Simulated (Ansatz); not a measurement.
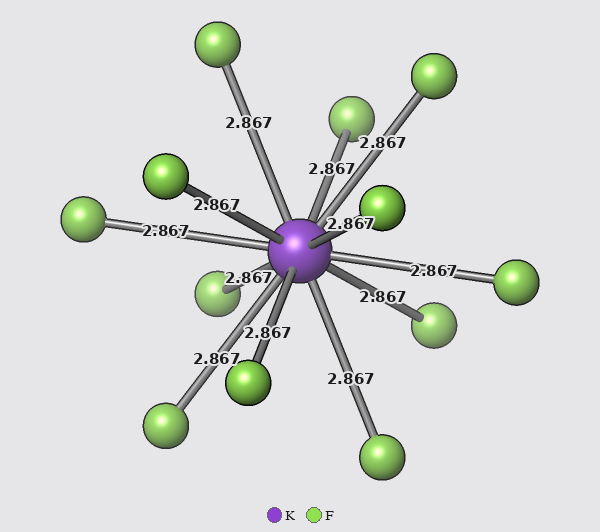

The surroundings of site K1 (at 0.000, 0.000, 0.000) in KMgF₃ (Pm-3m), with bond lengths in Å.

Origin of the cell: the end point of a relaxation with DFT, PBE, plane waves, PAW (Ansatz 0.2.0); the starting structure was generated, so it need not be a known form of this composition.

```yaml
crystal:
  lattice:
    - [4.05386, 0.00000, 0.00000]
    - [0.00000, 4.05386, 0.00000]
    - [0.00000, 0.00000, 4.05386]
  atoms:
    - { symbol: K, position: [0.00000, 0.00000, 0.00000] }
    - { symbol: Mg, position: [0.50000, 0.50000, 0.50000] }
    - { symbol: F, position: [0.50000, 0.50000, 0.00000] }
    - { symbol: F, position: [0.50000, 0.00000, 0.50000] }
    - { symbol: F, position: [0.00000, 0.50000, 0.50000] }
```

Bond valence s = exp((R0 − d)/b), R0 fitted to published crystal structures with b = 0.37 Å; R0 in Å: K+–F 1.971.

Calculate the bond-valence sum of K1 from the bonds drawn.

Answer. 12 × 0.089 = 1.07 v.u., against a formal valence of 1: a close match.

Further R0 (Å): Mg2+–F 1.573.

And over the whole structure?

Answer.
```json
{"site": "K1", "x, y, z": "0.000, 0.000, 0.000", "formal valence": "+1", "bond-valence sum": "1.07", "difference": "0.07"}
{"site": "Mg1", "x, y, z": "0.500, 0.500, 0.500", "formal valence": "+2", "bond-valence sum": "1.77", "difference": "-0.23"}
{"site": "F1", "x, y, z": "0.500, 0.500, 0.000", "formal valence": "−1", "bond-valence sum": "0.95", "difference": "-0.05"}
```

These sums include all anions within 5 Å. The global instability index (root mean square of the differences over all atoms) is 0.12 v.u.: moderate strain, common in real structures. Cells relaxed with PBE tend to have slightly long bonds, which lowers the sums.
